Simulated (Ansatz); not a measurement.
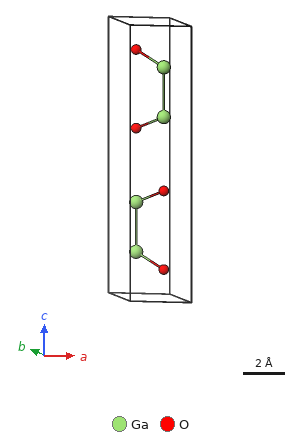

Normal modes of solid GaO (a generated structure), space group P6₃/mmc (No. 194), at the zone centre. Style: ball-and-stick. Shown: the cell of the calculation, slightly off an axis.

Theory: DFT PBE, scalar-relativistic, plane waves, PAW (Ansatz).

Input file:
```yaml
crystal:
  lattice:
    - [3.1046628422, 0.0, 0.0]
    - [-1.5523314211, 2.6887168915, 0.0]
    - [0.0, 0.0, 13.9146020461]
  atoms:
    - { symbol: Ga, position: [0.3333333333, 0.6666666667, 0.1599723229] }
    - { symbol: Ga, position: [0.6666666667, 0.3333333333, 0.6599723229] }
    - { symbol: Ga, position: [0.3333333333, 0.6666666667, 0.3400276771] }
    - { symbol: Ga, position: [0.6666666667, 0.3333333333, 0.8400276771] }
    - { symbol: O, position: [0.3333333333, 0.6666666667, 0.6076662275] }
    - { symbol: O, position: [0.6666666667, 0.3333333333, 0.1076662275] }
    - { symbol: O, position: [0.3333333333, 0.6666666667, 0.8923337725] }
    - { symbol: O, position: [0.6666666667, 0.3333333333, 0.3923337725] }
basis:
  ecutwfc: 420
kpoints:
  mp_grid: { grid: [12, 12, 2] }
hamiltonian:
  xc: pbe
scf:
  occupations: { method: fixed }
output:
  eigenvalues: true
phonons:
  method: dfpt
  dielectric: true
  rigid_motions: translations
  eigenvectors: true
```

Command:
```bash
ansatz run input.yaml --threads 2 --pin off --max-ram 6144MiB --backend cpu --events-out ev --progress --plain --runs-dir out
```

Frequencies are those without the non-analytic (LO–TO) term.

> Give the spectrum at this point.

The calculation's cell holds 8 atoms, so there are 21 optical modes, in 11 levels. No level is unstable.

| level | symmetry | frequency (cm⁻¹) | activity |
| --- | --- | --- | --- |
| 1 | B₁g | 19 | silent |
| 2 | E₂g | 22 | Raman-active |
| 3 | E₂u | 75 | silent |
| 4 | E₁g | 78 | Raman-active |
| 5 | B₂u | 196 | silent |
| 6 | A₁g | 198 | Raman-active |
| 7 | A₂u | 403 | infrared-active |
| 8 | 8-fold | 452 | not assigned |
| 9 | B₁g | 477 | silent |
| 10 | B₂u | 487 | silent |
| 11 | A₁g | 491 | Raman-active |

The modes drawn as arrows (one member of each degenerate set), 6 of the levels:

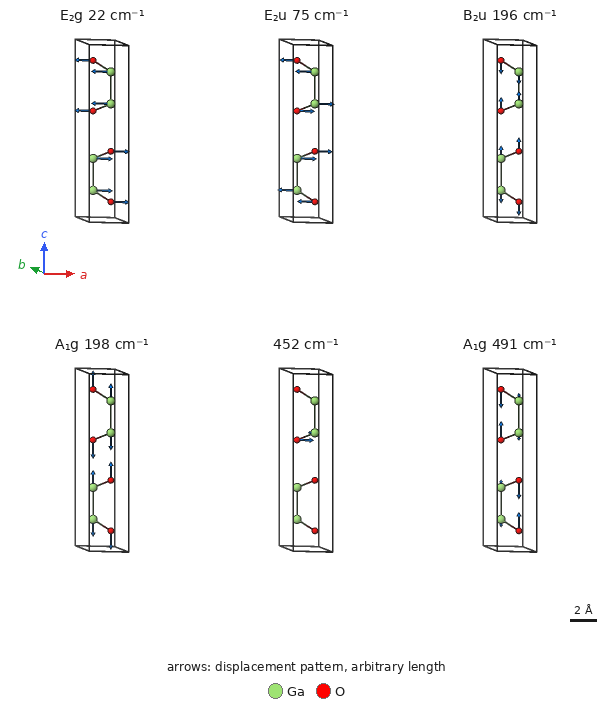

Limits of the set-up: layers or molecules are held without a dispersion correction, so their spacing is unreliable.
